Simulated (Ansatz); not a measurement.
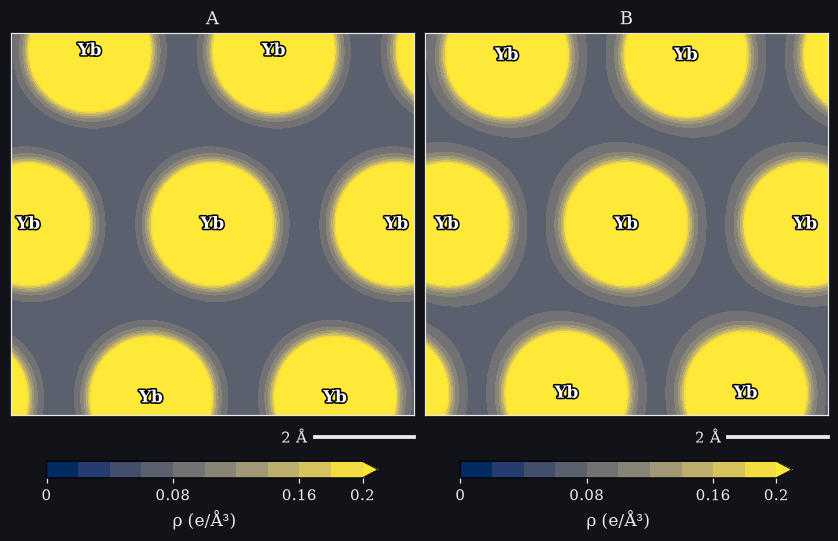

Yb. The valence pseudo-density of two cells that differ in size, on the (11̄0) plane of each (indices in the axes of the calculation cell), at one length scale and on one colour scale; one has 36.2 and the other 39.3 Å³ an atom.

Level of theory: Ansatz, DFT, RPBE, plane waves (420 eV) with PAW, scalar-relativistic.

In a PAW calculation such maps are meaningful between the atoms, not at the nuclei.

The larger cell:

```yaml
crystal:
  lattice:
    - [-2.14089, 2.14089, 2.14089]
    - [2.14089, -2.14089, 2.14089]
    - [2.14089, 2.14089, -2.14089]
  atoms:
    - { symbol: Yb, position: [0.00000, 0.00000, 0.00000] }
```

The smaller cell: a = 3.610 Å, b = 3.610 Å, c = 3.610 Å, α = 109.47°, β = 109.47°, γ = 109.47°.

> Which panel shows the smaller cell, and what does the compression change?

Panel B is the smaller cell, by 8 % in volume. From the larger cell to the smaller, Yb–Yb goes from 3.71 to 3.61 Å, and the density at its midpoint from 0.07 to 0.07 e/Å³; the pressure goes from −0.6 to 0.7 GPa.
